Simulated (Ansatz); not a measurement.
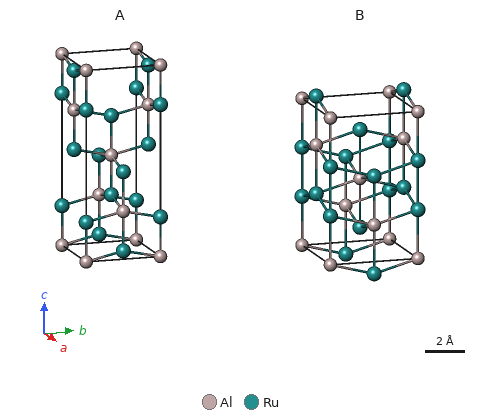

Two geometries of crystalline AlRu2 (built on the anatase_141 type) (coarse preliminary run), drawn at one scale. One is the start of a relaxation, the other its converged end. The picture is a ball-and-stick view of the conventional cell (2 times the calculation's cell), seen slightly off an axis. Lengths and directions refer to the drawn axes.

All numbers below come from DFT PBE, scalar-relativistic, plane waves, PAW in Ansatz 0.2.0. Settings: plane-wave cutoff 420 eV; k-point mesh 6 × 6 × 6; occupations gaussian; smearing width 0.1 eV; no spin polarisation; cell and atoms relaxed; force threshold 0.04 eV/Å; at most 70 steps.

### Which of the two is the end point?

Structure B is the relaxed one. Case: anatase type (I4_1/amd, No. 141). The largest moves relative to the cell, 0.99 Å, are those of Ru atoms. Al stays in place. The volume changes by +6.3 %, with a = b 4.084 → 4.809 Å (+17.7 %), c 10.266 → 7.875 Å (−23.3 %). Among the contacts that change: Ru–Ru 6.024 → 2.637 Å, Ru–Ru 4.015 → 2.495 Å, Ru–Ru 2.641 → 4.058 Å, Al–Ru 2.121 → 2.619 Å. New bonds form: Ru–Ru (4.02 → 2.50 Å), Ru–Ru (6.02 → 2.64 Å). Bond angles that change, for instance: Ru–Al–Ru 102.3° → 74.9°, Ru–Al–Ru 77.7° → 105.1°, Al–Ru–Al 102.3° → 74.9°. The space group stays I4_1/amd (No. 141). The energy falls by 11.957 eV per cell of the calculation in 14 accepted moves (16 points after the start). The largest force component goes from 4.9 to 0.0011 eV/Å. Pressure: 70.96 GPa at the start and 0.00 GPa at the end. At 2 points the geometry stayed and the basis and grid were re-selected for the new cell (energy shift of 0.134 eV per cell of the calculation at most each time). The run took 55 s on 1 thread of Intel(R) Xeon(R) 6975P-C (Granite Rapids), on a shared host, peak memory 0.46 GiB.
